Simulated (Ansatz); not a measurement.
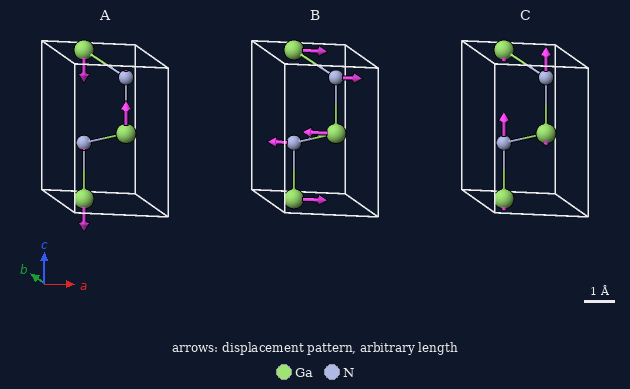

Modes of solid GaN, space group P6₃mc (No. 186), at the zone centre (one member of each degenerate set). The pink arrows are the displacements of the atoms (eigenvector over the root of the mass), of arbitrary overall length and sign. Style: ball-and-stick. Shown: the cell of the calculation, slightly off an axis.

Level of theory: Ansatz 0.2.0, DFT PBE, scalar-relativistic, plane waves, PAW.

Frequencies are those without the non-analytic (LO–TO) term.

Give the symmetry species and the selection rules of each.

Answer. A is B₁, silent by symmetry (neither infrared- nor Raman-active) (319 cm⁻¹). B is E₂, Raman-active by symmetry (136 cm⁻¹). C is A₁, infrared- and Raman-active by symmetry (501 cm⁻¹).
